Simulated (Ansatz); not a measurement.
**Run report: CoSi$_{2}$, geometry relaxation (part 1 of 2)**

The run: geometry relaxation of CoSi$_{2}$ (slab, 12 atoms in the cell). Method and program: DFT PBEsol, scalar-relativistic, plane waves, PAW, no spin polarisation (Ansatz 0.2.0).

The structure derives from an entry of the Crystallography Open Database. The input holds or restrains some coordinates. Forces given for the steps count only the free coordinates. It belongs to a series of runs on one base structure; here: clean slab, lower half held.

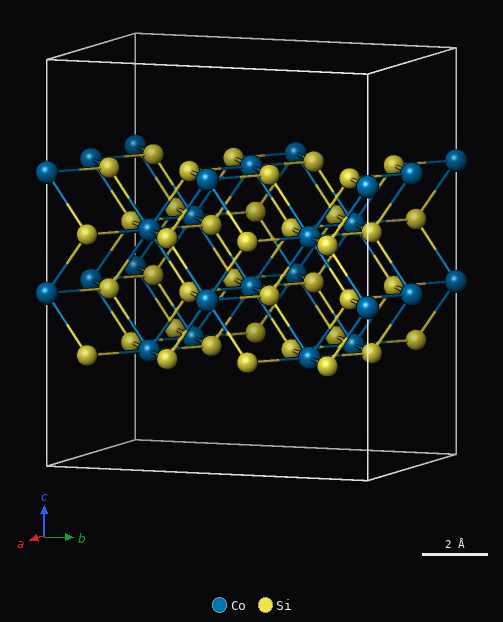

Figure 1. The input geometry (ball-and-stick view of the 2 × 2 repeat of the cell, with the vacuum cut short, seen slightly off an axis). An atom can appear more than once, as a periodic image.

Input file:
```yaml
crystal:
  lattice:
    - [3.7565103887, 0.0, 0.0]
    - [0.0, 5.3125079389, 0.0]
    - [0.0, 0.0, 22.6347655831]
  atoms:
    - { symbol: Co, position: [0.5, 0.5, 0.3755285191] }
    - { symbol: Si, position: [0.0, 0.75, 0.3755285191] }
    - { symbol: Si, position: [0.0, 0.25, 0.3755285191] }
    - { symbol: Co, position: [0.0, 0.0, 0.4585095064] }
    - { symbol: Si, position: [0.5, 0.25, 0.4585095064] }
    - { symbol: Si, position: [0.5, 0.75, 0.4585095064] }
    - { symbol: Co, position: [0.5, 0.5, 0.5414904936] }
    - { symbol: Si, position: [0.0, 0.75, 0.5414904936] }
    - { symbol: Si, position: [0.0, 0.25, 0.5414904936] }
    - { symbol: Co, position: [0.0, 0.0, 0.6244714809] }
    - { symbol: Si, position: [0.5, 0.25, 0.6244714809] }
    - { symbol: Si, position: [0.5, 0.75, 0.6244714809] }
basis:
  ecutwfc: 420
kpoints:
  mp_grid: { grid: [8, 6, 1] }
hamiltonian:
  xc: pbesol
scf:
  occupations: { method: gaussian, width: 0.1 }
output:
  forces: true
  eigenvalues: true
  write_density: true
  write_potential: true
  elf: true
  volumetric_format: npy
relax:
  adjacent_minimum: "off"
  f_tol: 0.03
  max_steps: 70
  constraints: [{ sites: [0, 1, 2, 3, 4, 5] }]
efield:
  axis: 3
  dipole_correction: true
  ramp_width: 0.04
```

Run on 2 threads of Arm Neoverse V1, 24 GiB of memory available, shared host.

Launch command:
```bash
ansatz run input.yaml --threads 2 --pin off --max-ram 5120MiB --backend cpu --events-out ev --progress --plain --runs-dir out
```

The program's output:
```
Engine: ansatz 0.2.0, aarch64-unknown-linux-gnu
Pseudopotentials: kind: paw
Pseudopotential: Co, paw, valence charge 17, recommended cutoff 420 eV (normal), Co.paw.azcp
Pseudopotential: Si, paw, valence charge 4, recommended cutoff 420 eV (normal), Si.paw.azcp
Functional definition: PBEsol
  exchange = pbesol_x
  correlation = pbesol_c
Crystal: 12 atoms, lattice volume = 451.711 Å³
Basis set: ecut = 420 eV, 8835 PW (Γ), exchange–correlation on 54×72×320 points (8 copies of the dense FFT grid, shifted against one another)
Bands: 62, of which v1, the nominal top of the filled ones, is band 50 counted from 1 (49 counted from 0)
Symmetry: 4 space group operations
k-points: 20 of 48
Non-local potential: Co, projectors of the file, l = 0: 3, l = 1: 2, l = 2: 3, l = 3: 1
Non-local potential: Si, projectors of the file, l = 0: 2, l = 1: 2, l = 2: 2
PAW form: soft (Blöchl's): semilocal exchange-correlation on the pseudo side does not see the compensation charge
PAW frozen core: Co, regenerated for the run's functional, and the local potential with it (the file was generated under x = pbe(κ = 0.804, μ = 0.2195149727645171), c = pbe(β = 0.06672455060314922))
PAW frozen core: Si, regenerated for the run's functional, and the local potential with it (the file was generated under x = pbe(κ = 0.804, μ = 0.2195149727645171), c = pbe(β = 0.06672455060314922))
PAW one-centre angular grid: Co, 590 points (default); XC on 64 Gauss nodes
PAW one-centre angular grid: Si, 110 points (default); XC on 64 Gauss nodes
Initial density: superposition of atomic densities (neutral atoms: chi_scale 0, normalization atom), corrected by the library's trained network
Initial wavefunctions: pseudopotential atomic-orbital guess
Functional: x = pbesol(κ = 0.804, μ = 0.12345679012345678), c = pbesol(β = 0.046)
SCF iter   1: F=—  HF=-25345.937125 eV  |F-HF|=—  |Δ(HF+E_count)|=         —  Δρ=1.30e-2  dr2=8.25e-1  ethr=1.77e-3  p=-0.000 e·Å  D=-3.58e-14 V/Å  ΔV_dip=0.00 eV  dr2_dipole=1.53e-7  V_vac-E_F(+/−)=4.97/4.97 eV  ⟨swp⟩=11.1  Hψ=7024  notcnv=0  defer=5
efield: sawtooth ramp at fractional position 0.9800 (placed from the atoms, in the widest stretch of the axis that holds none; the zero of the levels goes with the place), width 0.0400; the density the first Hamiltonian is built on has a dipole p = -0.000 e·Å; the dipole correction subtracts the counter field D = -3.58e-14 V/Å, which shifts the + side's vacuum level by +0.00 eV against the − side's; the planar-averaged density in the ramp window peaks in size at 8.5e-6 e/Å³
preconditioner: auto → LDOS  [metal: Δε(μ)=0.019 eV  Ē_g=6.351 eV  σ=0.100 eV  W_gap=0.11  n_scr=70 (ndim 8)  ℏωp=14.4 eV  f_vac=0.581  D(μ)=6.79/eV (n_scr^D=28)  β→1.0]
SCF iter   2: F=—  HF=-25345.917623 eV  |F-HF|=—  |Δ(HF+E_count)|=   1.95e-2  Δρ=1.39e-2  dr2=5.30e-1  ethr=8.25e-4  p=0.000 e·Å  D=1.35e-6 V/Å  ΔV_dip=-0.00 eV  dr2_dipole=6.59e-7  V_vac-E_F(+/−)=5.01/5.01 eV  ⟨swp⟩=2.4  Hψ=2027  notcnv=0  defer=97
SCF iter   3: F=—  HF=-25345.868032 eV  |F-HF|=—  |Δ(HF+E_count)|=   4.96e-2  Δρ=1.52e-3  dr2=1.27e-2  ethr=5.30e-4  p=0.000 e·Å  D=6.40e-6 V/Å  ΔV_dip=-0.00 eV  dr2_dipole=1.00e-7  V_vac-E_F(+/−)=5.01/5.01 eV  ⟨swp⟩=2.0  Hψ=1674  notcnv=0  defer=97
SCF iter   4: F=—  HF=-25345.873264 eV  |F-HF|=—  |Δ(HF+E_count)|=   5.23e-3  Δρ=7.75e-4  dr2=2.94e-3  ethr=1.27e-5  p=0.000 e·Å  D=1.90e-6 V/Å  ΔV_dip=-0.00 eV  dr2_dipole=6.03e-8  V_vac-E_F(+/−)=5.02/5.02 eV  ⟨swp⟩=2.3  Hψ=2077  notcnv=0  defer=97
SCF iter   5: F=—  HF=-25345.874360 eV  |F-HF|=—  |Δ(HF+E_count)|=   1.10e-3  Δρ=3.25e-4  dr2=2.87e-4  ethr=2.94e-6  p=0.000 e·Å  D=3.17e-6 V/Å  ΔV_dip=-0.00 eV  dr2_dipole=2.53e-8  V_vac-E_F(+/−)=5.02/5.02 eV  ⟨swp⟩=2.5  Hψ=1824  notcnv=0  defer=97
SCF iter   6: F=—  HF=-25345.874625 eV  |F-HF|=—  |Δ(HF+E_count)|=   2.65e-4  Δρ=9.88e-5  dr2=3.32e-5  ethr=2.87e-7  p=0.000 e·Å  D=1.16e-6 V/Å  ΔV_dip=-0.00 eV  dr2_dipole=7.19e-15  V_vac-E_F(+/−)=5.02/5.02 eV  ⟨swp⟩=2.2  Hψ=1898  notcnv=0  defer=97
SCF iter   7: F=-25345.874703 eV  HF=-25345.874696 eV  |F-HF|=7.28e-6  |Δ(HF+E_count)|=   7.11e-5  Δρ=3.58e-5  dr2=5.27e-6  ethr=2.25e-8  p=0.000 e·Å  D=7.85e-7 V/Å  ΔV_dip=-0.00 eV  dr2_dipole=2.84e-9  V_vac-E_F(+/−)=5.02/5.02 eV  ⟨swp⟩=23.7  Hψ=14772  notcnv=0
SCF 1 converged in 7 iterations: F = -25345.874703 eV  dr2 = 5.27e-6
  greatest PAW one-centre occupation: 1.001 electrons in one spin orbital (limit 2), on the Co atom at site 9 (counted from 0), in its partial waves of l = 1
relax step   1: F+E_penalty+E_count = -25345.87470318 eV  Δ(F+E_penalty+E_count) = +0.000e0 eV  max|allowed force component| = 3.241e-1 eV/Å  Δτ_max = 0.0000 Å  (7 SCF iters, dr2 threshold 2.25e-5 eV, accepted)
Initial density: handed on by an earlier stage of this run
Initial wavefunctions: those handed on with the density
iter 1 solved again at ethr=4.85e-6 eV; its pass at ethr=3.10e-3 eV (dr2=4.85e-3 eV) is discarded
SCF iter   1: F=—  HF=-25345.894554 eV  |F-HF|=—  |Δ(HF+E_count)|=         —  Δρ=8.29e-4  dr2=4.51e-3  ethr=4.85e-6  p=0.000 e·Å  D=1.32e-6 V/Å  ΔV_dip=-0.00 eV  dr2_dipole=9.76e-4  V_vac-E_F(+/−)=5.02/5.02 eV  ⟨swp⟩=3.1  Hψ=4128  notcnv=0  defer=100
efield: sawtooth ramp at fractional position 0.9800 (handed on by an earlier solve), width 0.0400; the density the first Hamiltonian is built on has a dipole p = 0.000 e·Å; the dipole correction subtracts the counter field D = 1.32e-6 V/Å, which shifts the + side's vacuum level by -0.00 eV against the − side's; the planar-averaged density in the ramp window peaks in size at 1.9e-6 e/Å³
preconditioner: auto → LDOS  [metal: Δε(μ)=0.035 eV  Ē_g=6.356 eV  σ=0.100 eV  W_gap=0.20  n_scr=70 (ndim 8)  ℏωp=14.4 eV  f_vac=0.580  D(μ)=7.65/eV (n_scr^D=36)  β→1.0]
SCF iter   2: F=—  HF=-25345.893968 eV  |F-HF|=—  |Δ(HF+E_count)|=   5.85e-4  Δρ=5.94e-4  dr2=1.14e-3  ethr=4.51e-6  p=0.001 e·Å  D=4.59e-4 V/Å  ΔV_dip=-0.01 eV  dr2_dipole=4.09e-7  V_vac-E_F(+/−)=5.01/5.02 eV  ⟨swp⟩=2.1  Hψ=1766  notcnv=0  defer=100
SCF iter   3: F=—  HF=-25345.893917 eV  |F-HF|=—  |Δ(HF+E_count)|=   5.15e-5  Δρ=4.70e-4  dr2=6.62e-4  ethr=1.14e-6  p=0.001 e·Å  D=2.83e-4 V/Å  ΔV_dip=-0.01 eV  dr2_dipole=1.26e-5  V_vac-E_F(+/−)=5.02/5.02 eV  ⟨swp⟩=2.2  Hψ=2113  notcnv=0  defer=100
SCF iter   4: F=—  HF=-25345.893886 eV  |F-HF|=—  |Δ(HF+E_count)|=   3.07e-5  Δρ=8.37e-5  dr2=4.50e-5  ethr=6.62e-7  p=0.001 e·Å  D=3.24e-4 V/Å  ΔV_dip=-0.01 eV  dr2_dipole=4.05e-6  V_vac-E_F(+/−)=5.02/5.02 eV  ⟨swp⟩=2.1  Hψ=1685  notcnv=0  defer=100
SCF iter   5: F=-25345.893886 eV  HF=-25345.893885 eV  |F-HF|=1.01e-6  |Δ(HF+E_count)|=   5.51e-7  Δρ=2.61e-5  dr2=5.40e-6  ethr=6.56e-9  p=0.001 e·Å  D=3.56e-4 V/Å  ΔV_dip=-0.01 eV  dr2_dipole=1.19e-6  V_vac-E_F(+/−)=5.02/5.02 eV  ⟨swp⟩=21.9  Hψ=14031  notcnv=0
SCF 2 converged in 5 iterations: F = -25345.893886 eV  dr2 = 5.40e-6
relax step   2: F+E_penalty+E_count = -25345.89388649 eV  Δ(F+E_penalty+E_count) = -1.918e-2 eV  max|allowed force component| = 1.713e-1 eV/Å  Δτ_max = 0.0250 Å  (5 SCF iters, dr2 threshold 6.56e-6 eV, accepted)
SCF iter   1: F=—  HF=-25345.901931 eV  |F-HF|=—  |Δ(HF+E_count)|=         —  Δρ=9.34e-4  dr2=4.75e-3  ethr=5.11e-5  p=0.001 e·Å  D=3.57e-4 V/Å  ΔV_dip=-0.01 eV  dr2_dipole=1.03e-3  V_vac-E_F(+/−)=5.01/5.02 eV  ⟨swp⟩=2.4  Hψ=2442  notcnv=0  defer=101
efield: sawtooth ramp at fractional position 0.9800 (handed on by an earlier solve), width 0.0400; the density the first Hamiltonian is built on has a dipole p = 0.001 e·Å; the dipole correction subtracts the counter field D = 3.57e-4 V/Å, which shifts the + side's vacuum level by -0.01 eV against the − side's; the planar-averaged density in the ramp window peaks in size at 2.4e-6 e/Å³
preconditioner: auto → LDOS  [metal: Δε(μ)=0.017 eV  Ē_g=6.368 eV  σ=0.100 eV  W_gap=0.09  n_scr=70 (ndim 8)  ℏωp=14.4 eV  f_vac=0.581  D(μ)=7.48/eV (n_scr^D=36)  β→1.0]
SCF iter   2: F=—  HF=-25345.901046 eV  |F-HF|=—  |Δ(HF+E_count)|=   8.86e-4  Δρ=6.35e-4  dr2=1.52e-3  ethr=4.75e-6  p=0.003 e·Å  D=1.09e-3 V/Å  ΔV_dip=-0.02 eV  dr2_dipole=5.30e-7  V_vac-E_F(+/−)=5.00/5.03 eV  ⟨swp⟩=3.6  Hψ=3090  notcnv=0  defer=101
SCF iter   3: F=—  HF=-25345.900750 eV  |F-HF|=—  |Δ(HF+E_count)|=   2.96e-4  Δρ=4.06e-4  dr2=5.53e-4  ethr=1.52e-6  p=0.002 e·Å  D=7.87e-4 V/Å  ΔV_dip=-0.02 eV  dr2_dipole=5.77e-6  V_vac-E_F(+/−)=5.01/5.03 eV  ⟨swp⟩=2.0  Hψ=2036  notcnv=0  defer=101
SCF iter   4: F=—  HF=-25345.900710 eV  |F-HF|=—  |Δ(HF+E_count)|=   3.99e-5  Δρ=9.55e-5  dr2=4.62e-5  ethr=5.53e-7  p=0.002 e·Å  D=8.34e-4 V/Å  ΔV_dip=-0.02 eV  dr2_dipole=1.71e-6  V_vac-E_F(+/−)=5.01/5.03 eV  ⟨swp⟩=2.0  Hψ=1651  notcnv=0  defer=101
SCF iter   5: F=—  HF=-25345.900710 eV  |F-HF|=—  |Δ(HF+E_count)|=   1.63e-7  Δρ=2.89e-5  dr2=5.25e-6  ethr=4.62e-8  p=0.002 e·Å  D=8.62e-4 V/Å  ΔV_dip=-0.02 eV  dr2_dipole=8.28e-7  V_vac-E_F(+/−)=5.01/5.03 eV  ⟨swp⟩=2.0  Hψ=1832  notcnv=0  defer=101
SCF iter   6: F=-25345.900718 eV  HF=-25345.900718 eV  |F-HF|=4.97e-7  |Δ(HF+E_count)|=   7.96e-6  Δρ=1.89e-5  dr2=1.27e-6  ethr=1.83e-9  p=0.002 e·Å  D=8.74e-4 V/Å  ΔV_dip=-0.02 eV  dr2_dipole=3.92e-8  V_vac-E_F(+/−)=5.01/5.03 eV  ⟨swp⟩=22.8  Hψ=12991  notcnv=0
SCF 3 converged in 6 iterations: F = -25345.900718 eV  dr2 = 1.27e-6
relax step   3: F+E_penalty+E_count = -25345.90071813 eV  Δ(F+E_penalty+E_count) = -6.832e-3 eV  max|allowed force component| = 4.357e-2 eV/Å  Δτ_max = 0.0262 Å  (6 SCF iters, dr2 threshold 1.83e-6 eV, accepted)
SCF iter   1: F=—  HF=-25345.901091 eV  |F-HF|=—  |Δ(HF+E_count)|=         —  Δρ=1.52e-4  dr2=1.80e-4  ethr=5.37e-7  p=0.002 e·Å  D=8.74e-4 V/Å  ΔV_dip=-0.02 eV  dr2_dipole=6.96e-6  V_vac-E_F(+/−)=5.01/5.03 eV  ⟨swp⟩=3.2  Hψ=3155  notcnv=0
efield: sawtooth ramp at fractional position 0.9800 (handed on by an earlier solve), width 0.0400; the density the first Hamiltonian is built on has a dipole p = 0.002 e·Å; the dipole correction subtracts the counter field D = 8.74e-4 V/Å, which shifts the + side's vacuum level by -0.02 eV against the − side's; the planar-averaged density in the ramp window peaks in size at 2.3e-6 e/Å³
preconditioner: auto → LDOS  [metal: Δε(μ)=0.019 eV  Ē_g=6.365 eV  σ=0.100 eV  W_gap=0.11  n_scr=70 (ndim 8)  ℏωp=14.4 eV  f_vac=0.581  D(μ)=7.49/eV (n_scr^D=36)  β→1.0]
SCF iter   2: F=—  HF=-25345.901076 eV  |F-HF|=—  |Δ(HF+E_count)|=   1.52e-5  Δρ=1.62e-4  dr2=1.50e-4  ethr=1.80e-7  p=0.002 e·Å  D=9.20e-4 V/Å  ΔV_dip=-0.02 eV  dr2_dipole=4.27e-7  V_vac-E_F(+/−)=5.01/5.03 eV  ⟨swp⟩=2.6  Hψ=2437  notcnv=0
SCF iter   3: F=—  HF=-25345.901053 eV  |F-HF|=—  |Δ(HF+E_count)|=   2.29e-5  Δρ=5.82e-5  dr2=1.30e-5  ethr=1.50e-7  p=0.002 e·Å  D=8.97e-4 V/Å  ΔV_dip=-0.02 eV  dr2_dipole=1.70e-7  V_vac-E_F(+/−)=5.01/5.03 eV  ⟨swp⟩=2.4  Hψ=1952  notcnv=0
SCF iter   4: F=—  HF=-25345.900831 eV  |F-HF|=—  |Δ(HF+E_count)|=   2.22e-4  Δρ=3.19e-5  dr2=4.35e-6  ethr=1.30e-8  p=0.002 e·Å  D=8.97e-4 V/Å  ΔV_dip=-0.02 eV  dr2_dipole=2.24e-7  V_vac-E_F(+/−)=5.01/5.03 eV  ⟨swp⟩=2.9  Hψ=2115  notcnv=0
SCF iter   5: F=—  HF=-25345.900831 eV  |F-HF|=—  |Δ(HF+E_count)|=   3.62e-7  Δρ=1.91e-5  dr2=1.53e-6  ethr=4.35e-9  p=0.002 e·Å  D=9.00e-4 V/Å  ΔV_dip=-0.02 eV  dr2_dipole=9.20e-8  V_vac-E_F(+/−)=5.01/5.03 eV  ⟨swp⟩=1.1  Hψ=1170  notcnv=0
SCF iter   6: F=-25345.900832 eV  HF=-25345.900832 eV  |F-HF|=4.27e-7  |Δ(HF+E_count)|=   5.33e-7  Δρ=3.03e-6  dr2=4.75e-8  ethr=1.00e-10  p=0.002 e·Å  D=9.03e-4 V/Å  ΔV_dip=-0.02 eV  dr2_dipole=3.15e-9  V_vac-E_F(+/−)=5.01/5.03 eV  ⟨swp⟩=16.6  Hψ=11488  notcnv=0
SCF 4 converged in 6 iterations: F = -25345.900832 eV  dr2 = 4.75e-8
relax step   4: F+E_penalty+E_count = -25345.90083245 eV  Δ(F+E_penalty+E_count) = -1.143e-4 eV  max|allowed force component| = 6.869e-3 eV/Å  Δτ_max = 0.0036 Å  (6 SCF iters, accepted)
```

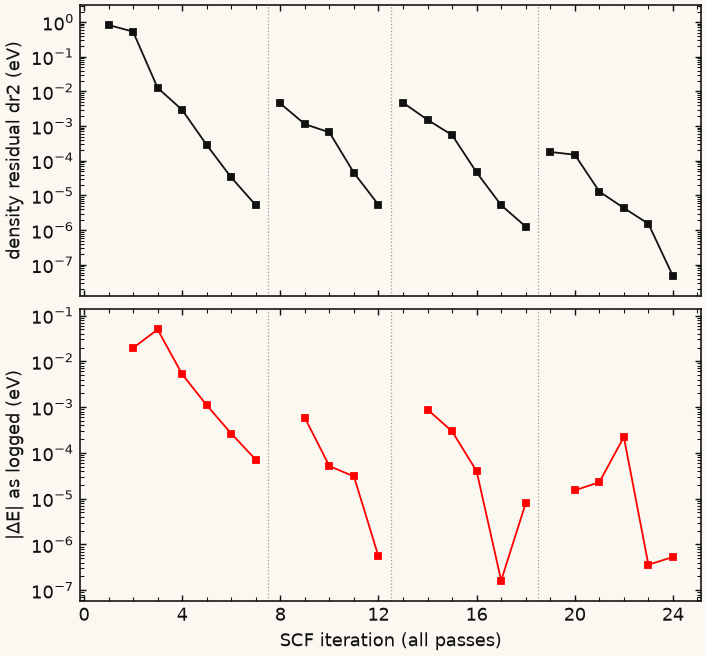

Figure 2. Convergence of the self-consistent field: density residual dr2 and size of the energy change against the SCF iteration. The dotted lines part the SCF passes of the relaxation: geometry steps, rejected trials and re-solves on a re-selected basis. The passes take 7, 5, 6 and 6 iterations.

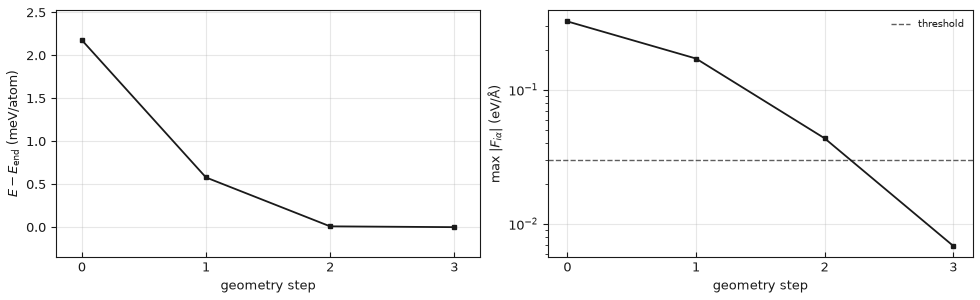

Figure 3. Progress of the restrained relaxation, step by step (the first geometry is step 0 here and step 1 in the log).

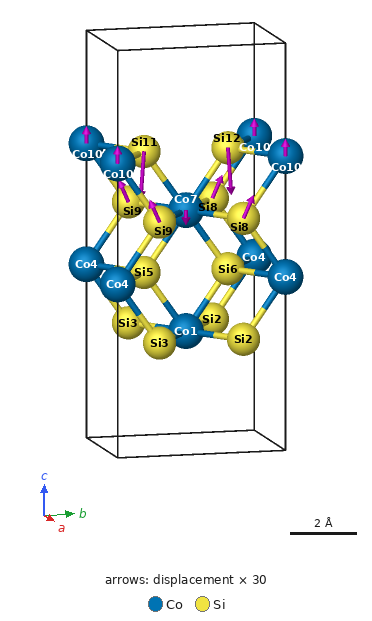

Figure 4. The starting structure with the displacements as pink arrows, magnified 30 times (ball-and-stick view of the cell of the calculation, with the vacuum cut short, seen slightly off an axis). After 3 geometry steps the energy has fallen by 2.2 meV per atom. Largest force component: 0.32 eV/Å at the start, 0.0069 eV/Å at the end. The largest moves, 0.050 Å, are those of Si11 and Si12. Largest moves by element: Si 0.050 Å, Co 0.018 Å. The cell stays as it was. Among the contacts that change: Co7–Si11 2.300 → 2.275 Å, Co4–Si8 2.300 → 2.314 Å, Si5–Co7 2.300 → 2.287 Å. Among the angles that change: Si11–Co10–Si12 180.0° → 176.6°. (Atoms are counted from 1 in the order of the input.)
